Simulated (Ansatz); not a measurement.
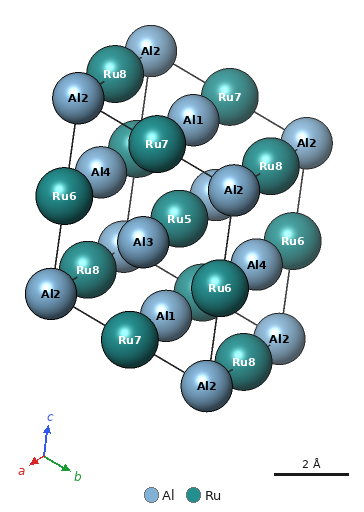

Crystalline AlRu (set up in P1), before the relaxation. The picture is a spheres-only view of the cell of the calculation, seen slightly off an axis.

Case: cell sheared at random, sigma 0.06, atoms nudged by 0.01 Å; relaxed back.

Level of theory: DFT LDA, scalar-relativistic, plane waves, PAW in Ansatz 0.2.0.

Input file:
```yaml
crystal:
  lattice:
    - [-2.9210809733, 2.8523753461, 3.0563927058]
    - [2.6969025749, -2.9484509814, 2.9282899428]
    - [3.0806062383, 3.1079762464, -3.1524683411]
  atoms:
    - { symbol: Al, position: [0.4975529146, 0.5013070872, 0.0018742126] }
    - { symbol: Al, position: [-0.000371131, -0.0024987502, -0.0020257031] }
    - { symbol: Al, position: [-0.0010039809, 0.5018068041, 0.499357069] }
    - { symbol: Al, position: [0.4978082942, -0.0033772071, 0.4977664847] }
    - { symbol: Ru, position: [0.4996853031, 0.5010411471, 0.498952412] }
    - { symbol: Ru, position: [0.002751403, -0.0032118456, 0.4982512922] }
    - { symbol: Ru, position: [0.0035851301, 0.5048777075, 0.0036049388] }
    - { symbol: Ru, position: [0.4999920671, 5.50571e-05, 0.0022192939] }
basis:
  ecutwfc: 420
kpoints:
  mp_grid: { grid: [8, 8, 8] }
hamiltonian:
  xc: lda
scf:
  occupations: { method: gaussian, width: 0.15 }
output:
  forces: true
  stress: true
  eigenvalues: true
relax:
  adjacent_minimum: "off"
  f_tol: 0.01
  max_steps: 80
  cell: { stress_tol: 0.1 }
```

Command:
```bash
ansatz run input.yaml --threads 2 --pin off --max-ram 5120MiB --backend cpu --events-out ev --progress --plain --runs-dir out
```

Predict the outcome.

Answer. Ru6 moves most relative to the cell: 0.026 Å along [−2 2 1]. By element the largest moves are Ru 0.026 Å, Al 0.020 Å. Cell: a 5.100 → 5.116 Å (+0.3 %), b 4.954 → 5.116 Å (+3.3 %), c 5.393 → 5.117 Å (−5.1 %), α 112.2° → 109.5°, β 110.8° → 109.5°, γ 106.9° → 109.5°. Volume +0.3 %. Some distances before and after: Al1–Ru5 2.716 → 2.558 Å, Al3–Ru7 2.706 → 2.558 Å, Al2–Ru6 2.700 → 2.558 Å, Al1–Ru5 (another image) 2.678 → 2.558 Å. Within 0.06 Å the space group is P-1 at the start and Pm-3m at the end; at a tighter tolerance small leftover displacements or strains of the cell lower it. Over 4 accepted moves (6 points after the start) the energy falls by 57.5 meV per atom. Largest force component: 0.43 eV/Å at the start, under 0.0001 eV/Å at the end. The pressure goes from 2.38 to 0.00 GPa. The SCF was repeated twice at an unchanged geometry on a basis and grid sized afresh for the cell, which shifted the energy by 0.2 meV per atom at most. Cost: 5.5 min on 2 threads of Intel(R) Xeon(R) Platinum 8259CL CPU @ 2.50GHz (Skylake/Cascade Lake), on a shared host, peak memory 1.1 GiB.

The end point in the same view:

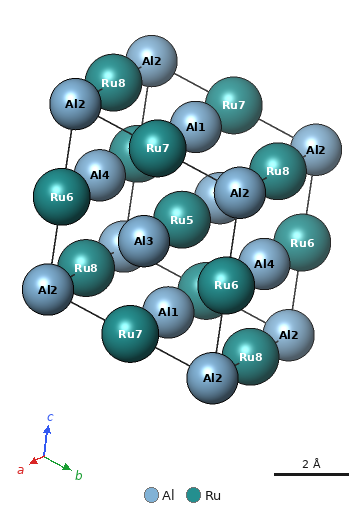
